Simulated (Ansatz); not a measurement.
# Run report: Ti₂C, geometry relaxation (part 2 of 2)

The same run, continued: Ti₂C (Fd-3m, 12 atoms in the cell); DFT r2SCAN, scalar-relativistic, plane waves, PAW, no spin polarisation (Ansatz 0.2.0); cutoff 500 eV, 8×8×8 k-mesh, Gaussian smearing of 0.1 eV. The structure derives from a Materials Project entry. It belongs to a series of runs on one base structure; here: structure listed in a database for this formula (Fd-3m, No. 227).

Geometry of the input (Å; fractional positions):
```
0.0000  4.3125  4.3125
4.3125  0.0000  4.3125
4.3125  4.3125  0.0000
Ti 0.8568  0.3811  0.3811
Ti 0.3811  0.3811  0.3811
Ti 0.3811  0.3811  0.8568
Ti 0.8689  0.3932  0.8689
Ti 0.8689  0.8689  0.8689
Ti 0.3932  0.8689  0.8689
Ti 0.8689  0.8689  0.3932
Ti 0.3811  0.8568  0.3811
C  0.6250  0.6250  0.6250
C  0.1250  0.6250  0.6250
C  0.6250  0.6250  0.1250
C  0.6250  0.1250  0.6250
```

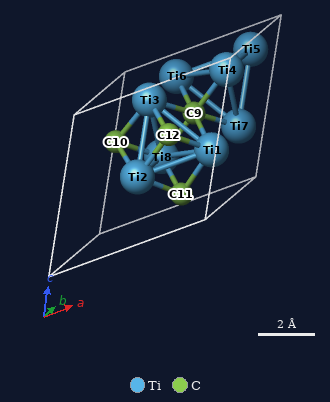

The geometry at step 4 of the log (ball-and-stick view of the cell of the calculation, seen slightly off an axis; atoms are numbered from 1 in the order of the input).

Output, continued
```
--- Forces (eV/Å), atoms counted from 1 ---
  atom   1  Ti     0.00005245    -0.00005245    -0.00005245
  atom   2  Ti     0.00005245     0.00005245     0.00005245
  atom   3  Ti    -0.00005245    -0.00005245     0.00005245
  atom   4  Ti     0.00005245    -0.00005245     0.00005245
  atom   5  Ti    -0.00005245    -0.00005245    -0.00005245
  atom   6  Ti    -0.00005245     0.00005245     0.00005245
  atom   7  Ti     0.00005245     0.00005245    -0.00005245
  atom   8  Ti    -0.00005245     0.00005245    -0.00005245
  atom   9  C     -0.00000000     0.00000000    -0.00000000
  atom  10  C     -0.00000000     0.00000000    -0.00000000
  atom  11  C     -0.00000000    -0.00000000     0.00000000
  atom  12  C     -0.00000000     0.00000000    -0.00000000
  max |Σ_I F_I| component: 1.04e-17 eV/Å
--- Stress (GPa, compression-positive) ---
       -0.000953       0.000000       0.000000
        0.000000      -0.000953       0.000000
        0.000000       0.000000      -0.000953
  P = ⅓ Tr σ = -0.0010 GPa (-0.010 kbar)
--- Band table (eV; the first three rows and the last of 29) ---
  k-point 0: bands = ["-46.0394", "-45.9626", "-45.9517", "-45.9517", "-45.9517", "-45.9265", "-45.9265", "-45.9265", "-21.5202", "-21.5016", "-21.5016", "-21.5016", "-21.4694", "-21.4331", "-21.4331", "-21.1655", "-21.1655", "-21.1655", "-21.1405", "-21.1405", "-21.1405", "-21.0387", "-21.0387", "-21.0220", "-21.0220", "-21.0220", "-21.0205", "-21.0205", "-21.0205", "-20.9707", "-20.9707", "-20.9707", "0.8690", "2.3626", "2.3626", "2.3626", "7.6271", "7.9127", "7.9127", "7.9127", "9.6063", "9.6063", "10.4104", "10.4104", "10.4104", "10.5123", "10.5123", "10.5123", "10.6494", "11.4518", "11.5239", "11.5239", "12.2602", "12.2602", "12.2602", "13.2646", "13.9410", "13.9410", "13.9410", "14.2838", "14.2838", "15.1303", "15.1303", "15.9049", "15.9049", "15.9049", "16.1037", "16.1037"]
  k-point 1: bands = ["-46.0366", "-45.9637", "-45.9532", "-45.9508", "-45.9508", "-45.9275", "-45.9275", "-45.9268", "-21.5115", "-21.4939", "-21.4939", "-21.4878", "-21.4601", "-21.4239", "-21.4239", "-21.1727", "-21.1661", "-21.1661", "-21.1442", "-21.1442", "-21.1364", "-21.0447", "-21.0447", "-21.0323", "-21.0276", "-21.0276", "-21.0247", "-21.0210", "-21.0210", "-20.9870", "-20.9722", "-20.9722", "0.9206", "2.3233", "2.3631", "2.3631", "7.6946", "7.8842", "7.9903", "7.9903", "9.5965", "9.5965", "10.0818", "10.3807", "10.3807", "10.4516", "10.4516", "10.5385", "10.9289", "11.5473", "11.6420", "11.6420", "12.2245", "12.2578", "12.2578", "13.2096", "13.8759", "13.9731", "13.9731", "14.2044", "14.2044", "15.0583", "15.0583", "15.6510", "15.6510", "15.8553", "15.8560", "16.0891"]
  k-point 2: bands = ["-46.0289", "-45.9695", "-45.9546", "-45.9481", "-45.9481", "-45.9302", "-45.9302", "-45.9275", "-21.4898", "-21.4734", "-21.4734", "-21.4588", "-21.4249", "-21.4002", "-21.4002", "-21.1927", "-21.1755", "-21.1755", "-21.1457", "-21.1457", "-21.1248", "-21.0682", "-21.0682", "-21.0626", "-21.0395", "-21.0395", "-21.0365", "-21.0278", "-21.0167", "-21.0167", "-20.9768", "-20.9768", "1.0617", "2.2117", "2.3642", "2.3642", "7.8163", "7.8862", "8.2069", "8.2069", "9.5657", "9.5657", "9.6469", "10.1478", "10.1478", "10.4790", "10.4790", "10.6043", "11.2398", "11.7565", "11.8952", "11.8952", "12.1526", "12.2623", "12.2623", "13.0758", "13.7193", "14.0306", "14.0306", "14.0485", "14.0485", "14.8937", "14.8937", "15.2310", "15.2310", "15.4269", "15.7340", "15.8915"]
  k-point 28: bands = ["-45.9917", "-45.9917", "-45.9598", "-45.9598", "-45.9360", "-45.9360", "-45.9312", "-45.9312", "-21.4104", "-21.4104", "-21.3853", "-21.3853", "-21.2941", "-21.2941", "-21.2833", "-21.2833", "-21.2582", "-21.2582", "-21.2183", "-21.2183", "-21.0990", "-21.0990", "-21.0914", "-21.0914", "-21.0749", "-21.0749", "-21.0626", "-21.0626", "-21.0275", "-21.0275", "-21.0119", "-21.0119", "1.6936", "1.6936", "2.3407", "2.3407", "8.3364", "8.3364", "8.7168", "8.7168", "9.3793", "9.3793", "9.4657", "9.4657", "10.1267", "10.1267", "10.3123", "10.3123", "11.5864", "11.5864", "11.9589", "11.9589", "12.7748", "12.7748", "12.7836", "12.7836", "13.3180", "13.3180", "13.5065", "13.5065", "14.0662", "14.0662", "14.6462", "14.6462", "14.9084", "14.9084", "15.2991", "15.2991"]
--- Relaxed structure (5 steps of the walk, 5 accepted, 1 SCFs on fresh bases) ---
  F+E_penalty+E_count = -21050.74559697 eV   max|allowed force component| = 5.245e-5 eV/Å   (the final SCF, on the basis selected at the relaxed cell)
  cell:  # Å, volume = 160.1444 Å³
    - [-6.369221321497665e-36, 4.310165204421022, 4.310165204421022]
    - [4.310165204421022, -5.413832156913747e-35, 4.310165204421022]
    - [4.310165204421022, 4.310165204421022, 1.8789184371302485e-34]
  atoms:
    - { symbol: Ti, position: [0.8560534893274891, 0.3813155035575036, 0.38131550355750365] }
    - { symbol: Ti, position: [0.38131550355750365, 0.38131550355750365, 0.38131550355750365] }
    - { symbol: Ti, position: [0.38131550355750365, 0.38131550355750365, 0.856053489327489] }
    - { symbol: Ti, position: [0.8686844964424965, 0.39394651067251085, 0.8686844964424963] }
    - { symbol: Ti, position: [0.8686844964424965, 0.8686844964424965, 0.8686844964424965] }
    - { symbol: Ti, position: [0.39394651067251085, 0.8686844964424965, 0.8686844964424963] }
    - { symbol: Ti, position: [0.8686844964424965, 0.8686844964424965, 0.39394651067251085] }
    - { symbol: Ti, position: [0.38131550355750365, 0.856053489327489, 0.38131550355750365] }
    - { symbol: C, position: [0.6250000000000001, 0.6250000000000001, 0.6250000000000001] }
    - { symbol: C, position: [0.125, 0.6250000000000001, 0.6250000000000002] }
    - { symbol: C, position: [0.6250000000000001, 0.6250000000000001, 0.125] }
    - { symbol: C, position: [0.6250000000000001, 0.125, 0.6250000000000002] }
```

Trajectory as extended XYZ (Å, eV, eV/Å), 6 frames, from step=1 to step=6
```
12
Lattice="0.0000 4.3125 4.3125 4.3125 0.0000 4.3125 4.3125 4.3125 0.0000" Properties=species:S:1:pos:R:3:forces:R:3 step=1 energy=-21050.74345 pressure_GPa=-0.65
Ti    3.2867    5.3383    5.3383    0.0620  -0.0620  -0.0620
Ti    3.2867    3.2867    3.2867    0.0620   0.0620   0.0620
Ti    5.3383    5.3383    3.2867   -0.0620  -0.0620   0.0620
Ti    5.4429    7.4946    5.4429    0.0620  -0.0620   0.0620
Ti    7.4946    7.4946    7.4946   -0.0620  -0.0620  -0.0620
Ti    7.4946    5.4429    5.4429   -0.0620   0.0620   0.0620
Ti    5.4429    5.4429    7.4946    0.0620   0.0620  -0.0620
Ti    5.3383    3.2867    5.3383   -0.0620   0.0620  -0.0620
C     5.3906    5.3906    5.3906    0.0000   0.0000   0.0000
C     5.3906    3.2344    3.2344    0.0000   0.0000   0.0000
C     3.2344    3.2344    5.3906    0.0000   0.0000   0.0000
C     3.2344    5.3906    3.2344    0.0000   0.0000   0.0000
12
Lattice="0.0000 4.3156 4.3156 4.3156 0.0000 4.3156 4.3156 4.3156 0.0000" Properties=species:S:1:pos:R:3:forces:R:3 step=2 energy=-21050.74387 pressure_GPa=-0.35
Ti    3.2935    5.3377    5.3377   -0.0308   0.0308   0.0308
Ti    3.2935    3.2935    3.2935   -0.0308  -0.0308  -0.0308
Ti    5.3377    5.3377    3.2935    0.0308   0.0308  -0.0308
Ti    5.4513    7.4955    5.4513   -0.0308   0.0308  -0.0308
Ti    7.4955    7.4955    7.4955    0.0308   0.0308   0.0308
Ti    7.4955    5.4513    5.4513    0.0308  -0.0308  -0.0308
Ti    5.4513    5.4513    7.4955   -0.0308  -0.0308   0.0308
Ti    5.3377    3.2935    5.3377    0.0308  -0.0308   0.0308
C     5.3945    5.3945    5.3945    0.0000   0.0000   0.0000
C     5.3945    3.2367    3.2367    0.0000   0.0000   0.0000
C     3.2367    3.2367    5.3945    0.0000   0.0000   0.0000
C     3.2367    5.3945    3.2367    0.0000   0.0000   0.0000
12
Lattice="0.0000 4.3078 4.3078 4.3078 0.0000 4.3078 4.3078 4.3078 0.0000" Properties=species:S:1:pos:R:3:forces:R:3 step=3 energy=-21050.74569 pressure_GPa=0.28
Ti    3.2850    5.3306    5.3306   -0.0055   0.0055   0.0055
Ti    3.2850    3.2850    3.2850   -0.0055  -0.0055  -0.0055
Ti    5.3306    5.3306    3.2850    0.0055   0.0055  -0.0055
Ti    5.4390    7.4845    5.4390   -0.0055   0.0055  -0.0055
Ti    7.4845    7.4845    7.4845    0.0055   0.0055   0.0055
Ti    7.4845    5.4390    5.4390    0.0055  -0.0055  -0.0055
Ti    5.4390    5.4390    7.4845   -0.0055  -0.0055   0.0055
Ti    5.3306    3.2850    5.3306    0.0055  -0.0055   0.0055
C     5.3848    5.3848    5.3848    0.0000   0.0000   0.0000
C     5.3848    3.2309    3.2309    0.0000   0.0000   0.0000
C     3.2309    3.2309    5.3848    0.0000   0.0000   0.0000
C     3.2309    5.3848    3.2309    0.0000   0.0000   0.0000
12
Lattice="0.0000 4.3105 4.3105 4.3105 0.0000 4.3105 4.3105 4.3105 0.0000" Properties=species:S:1:pos:R:3:forces:R:3 step=4 energy=-21050.74572 pressure_GPa=-0.05
Ti    3.2873    5.3337    5.3337    0.0025  -0.0025  -0.0025
Ti    3.2873    3.2873    3.2873    0.0025   0.0025   0.0025
Ti    5.3337    5.3337    3.2873   -0.0025  -0.0025   0.0025
Ti    5.4425    7.4890    5.4425    0.0025  -0.0025   0.0025
Ti    7.4890    7.4890    7.4890   -0.0025  -0.0025  -0.0025
Ti    7.4890    5.4425    5.4425   -0.0025   0.0025   0.0025
Ti    5.4425    5.4425    7.4890    0.0025   0.0025  -0.0025
Ti    5.3337    3.2873    5.3337   -0.0025   0.0025  -0.0025
C     5.3881    5.3881    5.3881    0.0000   0.0000   0.0000
C     5.3881    3.2329    3.2329    0.0000   0.0000   0.0000
C     3.2329    3.2329    5.3881    0.0000   0.0000   0.0000
C     3.2329    5.3881    3.2329    0.0000   0.0000   0.0000
12
Lattice="0.0000 4.3102 4.3102 4.3102 0.0000 4.3102 4.3102 4.3102 0.0000" Properties=species:S:1:pos:R:3:forces:R:3 step=5 energy=-21050.74575 pressure_GPa=-0.00
Ti    3.2871    5.3333    5.3333    0.0001  -0.0001  -0.0001
Ti    3.2871    3.2871    3.2871    0.0001   0.0001   0.0001
Ti    5.3333    5.3333    3.2871   -0.0001  -0.0001   0.0001
Ti    5.4421    7.4883    5.4421    0.0001  -0.0001   0.0001
Ti    7.4883    7.4883    7.4883   -0.0001  -0.0001  -0.0001
Ti    7.4883    5.4421    5.4421   -0.0001   0.0001   0.0001
Ti    5.4421    5.4421    7.4883    0.0001   0.0001  -0.0001
Ti    5.3333    3.2871    5.3333   -0.0001   0.0001  -0.0001
C     5.3877    5.3877    5.3877    0.0000   0.0000   0.0000
C     5.3877    3.2326    3.2326    0.0000   0.0000   0.0000
C     3.2326    3.2326    5.3877    0.0000   0.0000   0.0000
C     3.2326    5.3877    3.2326    0.0000   0.0000   0.0000
12
Lattice="0.0000 4.3102 4.3102 4.3102 0.0000 4.3102 4.3102 4.3102 0.0000" Properties=species:S:1:pos:R:3:forces:R:3 step=6 energy=-21050.74560 pressure_GPa=-0.00
Ti    3.2871    5.3333    5.3333    0.0001  -0.0001  -0.0001
Ti    3.2871    3.2871    3.2871    0.0001   0.0001   0.0001
Ti    5.3333    5.3333    3.2871   -0.0001  -0.0001   0.0001
Ti    5.4421    7.4883    5.4421    0.0001  -0.0001   0.0001
Ti    7.4883    7.4883    7.4883   -0.0001  -0.0001  -0.0001
Ti    7.4883    5.4421    5.4421   -0.0001   0.0001   0.0001
Ti    5.4421    5.4421    7.4883    0.0001   0.0001  -0.0001
Ti    5.3333    3.2871    5.3333   -0.0001   0.0001  -0.0001
C     5.3877    5.3877    5.3877    0.0000   0.0000   0.0000
C     5.3877    3.2326    3.2326    0.0000   0.0000   0.0000
C     3.2326    3.2326    5.3877    0.0000   0.0000   0.0000
C     3.2326    5.3877    3.2326    0.0000   0.0000   0.0000
```

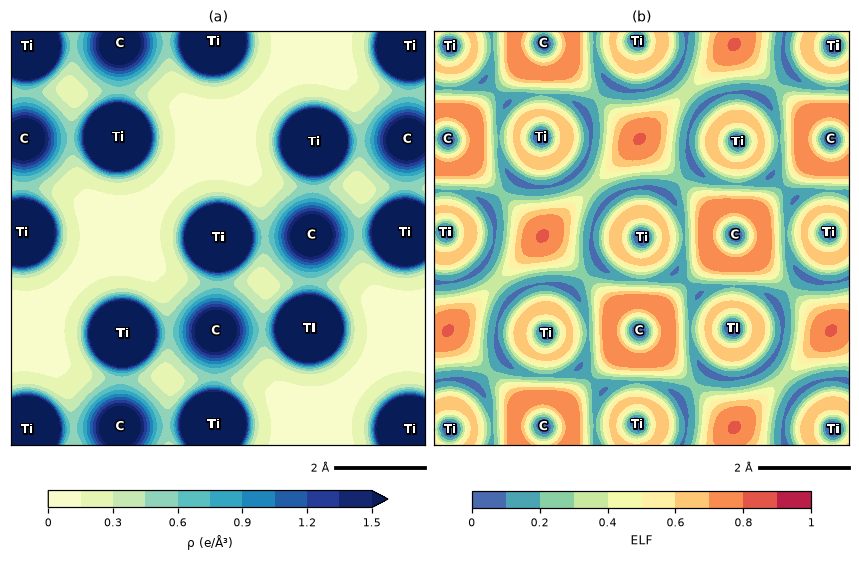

(a) valence charge density (pseudo); (b) ELF on the (010) plane of the conventional cell. Ti–C (2.10 Å): ρ at the midpoint is about 0.56 e/Å³; the ELF is about 0.25 at the midpoint; no shared pair; the contact is polar. Ti–Ti (2.89 Å): ρ is about 0.23 e/Å³ halfway; the ELF is about 0.20 at the midpoint; no localised pair between them. Away from the nuclei the density in this plane falls to 0.13 e/Å³ at its lowest.  The strong features right at Ti lie inside the PAW spheres (semicore, d or f shells) and say nothing about bonding. Core electrons are frozen (PAW), so the fields are smoothed inside the atomic spheres.

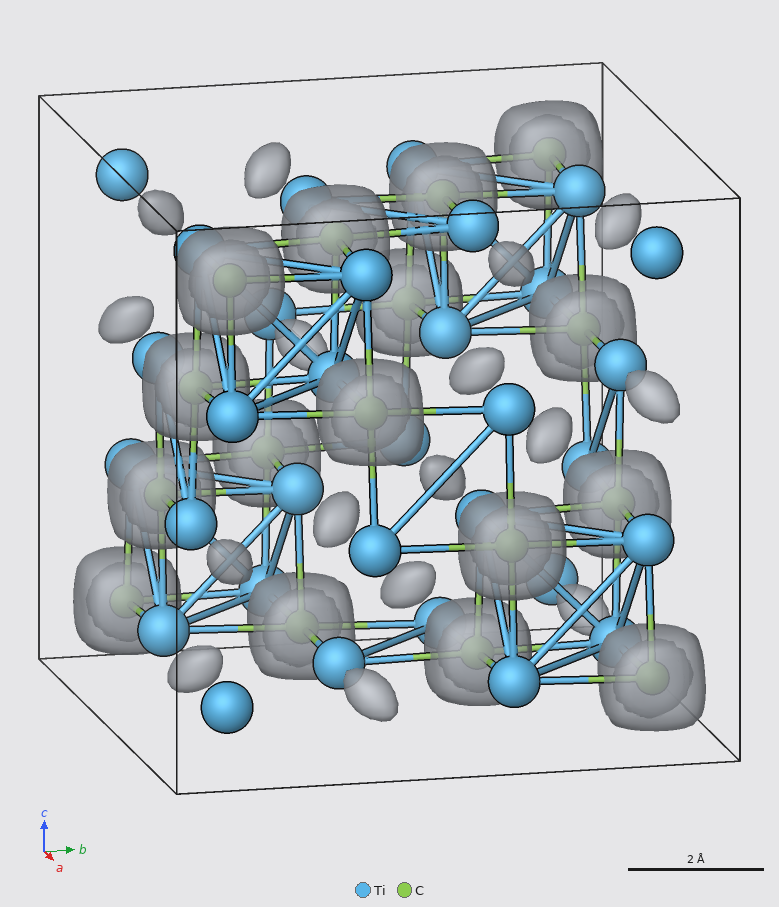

Isosurface of the ELF at 0.75 (grey), seen slightly off an axis. Core shells and regions of very low density are left out. Sticks mark near contacts. The outline is the cell set on symmetry axes. Profiles from the grid: Ti–C (2.10 Å): the ELF is about 0.25 at the midpoint (no shared pair; the contact is polar). Ti–Ti (2.89 Å): the ELF is about 0.20 at the midpoint (no shared electron pair).

Summary

| quantity | value |
| --- | --- |
| outcome | converged |
| space group (tolerance 0.01 Å) | Fd-3m (227) |
| electrons treated | 112 |
| free energy | −21050.7456 eV |
| Fermi energy | 13.100 eV |
| gap on the k-point mesh | none (metallic) |
| pressure | 0.00 GPa |
| final volume | 160.14 Å³ |
| largest force (length of the vector) at the end | under 0.001 eV/Å |
| final cell | a = 6.095 Å, b = 6.095 Å, c = 6.095 Å, α = 60.00°, β = 60.00°, γ = 60.00° |
| hardware | 1 thread of Intel Xeon @ 2.50GHz (Skylake/Cascade Lake), 192 GiB of memory available, shared host |
| wall time | 4.8 min |
| peak memory | 1 GiB |
